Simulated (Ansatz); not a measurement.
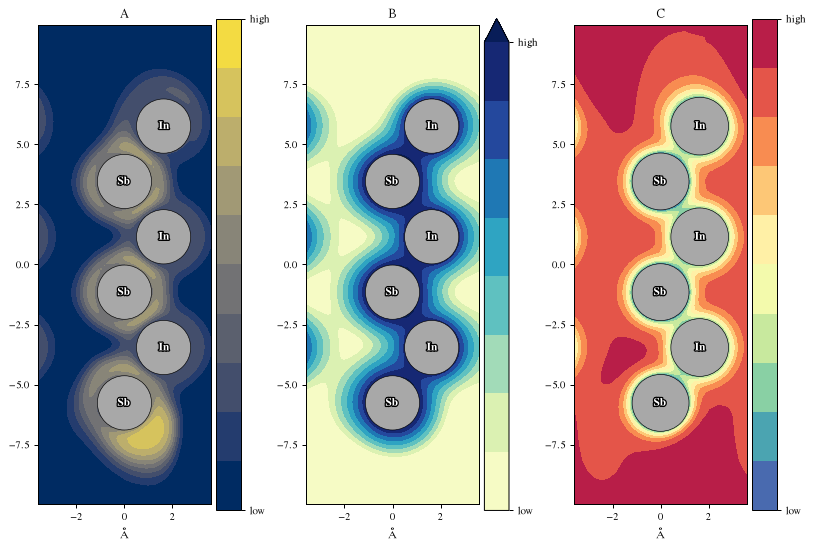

InSb (slab): 3 fields on the (100) plane of the calculation cell, a cut from vacuum to vacuum, with unlabelled colour scales. Grey discs cover the atomic cores.

Not relaxed (largest force 1.1 eV/Å).

The calculation used DFT PBEsol, scalar-relativistic, plane waves, PAW (Ansatz 0.2.0).

Q: Which field does each panel show? The fields are: electron localisation function, electrostatic potential energy of an electron and valence pseudo-density.

A: Panel A: electron localisation function. Panel B: valence pseudo-density. Panel C: electrostatic potential energy of an electron (low next to the atoms, rising into the space between them). From the grid: In–Sb (2.82 Å): ρ at the midpoint is about 0.34 e/Å³; the ELF reaches about 0.60 near the midpoint.
